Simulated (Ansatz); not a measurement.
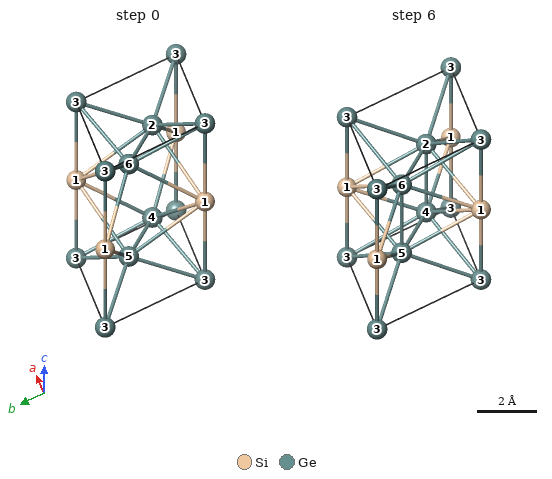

The structure of crystalline SiGe5 (a generated structure, set up in P6/mmm) (coarse preliminary run) before (left) and after (right) a relaxation, at one scale.

The picture is a ball-and-stick view of the cell of the calculation, seen from a free direction.

These are results of Ansatz, DFT PBE, scalar-relativistic, plane waves, PAW, not measurements.

Input file:
```yaml
crystal:
  lattice:
    - [4.61640539, 0.0, 0.0]
    - [-2.30820269, 3.99792434, 0.0]
    - [0.0, 0.0, 6.26654306]
  atoms:
    - { symbol: Si, position: [0.0, 0.0, 0.5] }
    - { symbol: Ge, position: [0.66666667, 0.33333333, 0.79599494] }
    - { symbol: Ge, position: [0.0, 0.0, 0.0] }
    - { symbol: Ge, position: [0.66666667, 0.33333333, 0.20400506] }
    - { symbol: Ge, position: [0.33333333, 0.66666667, 0.20400506] }
    - { symbol: Ge, position: [0.33333333, 0.66666667, 0.79599494] }
basis:
  ecutwfc: 420
kpoints:
  mp_grid: { grid: [6, 6, 4] }
hamiltonian:
  xc: pbe
scf:
  occupations: { method: gaussian, width: 0.1 }
  lower_state_search: "off"
output:
  forces: true
  stress: true
  eigenvalues: true
relax:
  adjacent_minimum: "off"
  f_tol: 0.04
  max_steps: 70
  cell: { stress_tol: 0.4 }
```

Command:
```bash
ansatz run input.yaml --threads 1 --pin off --max-ram 2560MiB --backend cpu --events-out ev --progress --plain --runs-dir out
```

Q: Summarise the run.

A: After 5 accepted moves (6 points after the start) the energy has fallen by 189 meV per atom. Largest force component: 1.1 eV/Å at the start, 0.023 eV/Å at the end. The pressure goes from 4.14 to −0.01 GPa. At 1 point the geometry stayed and the basis and grid were re-selected for the new cell (energy shift of less than 0.05 meV per atom at most each time). The largest moves relative to the cell, 0.30 Å, are those of Ge2, Ge4, Ge5 and Ge6. Ge4 goes along +c. Si stays in place. Cell: a = b 4.616 → 4.804 Å (+4.1 %), c 6.267 → 5.622 Å (−10.3 %). Volume −2.9 %. Some distances before and after: Ge2–Ge4 3.710 → 2.732 Å, Ge2–Ge4 (another image) 2.557 → 2.890 Å, Si1–Ge3 3.133 → 2.811 Å, Ge2–Ge3 2.956 → 3.127 Å. The space group stays P6/mmm (No. 191). The run took 55 s on 1 thread of Arm Neoverse V1, with other jobs on the host, peak memory 0.4 GiB.
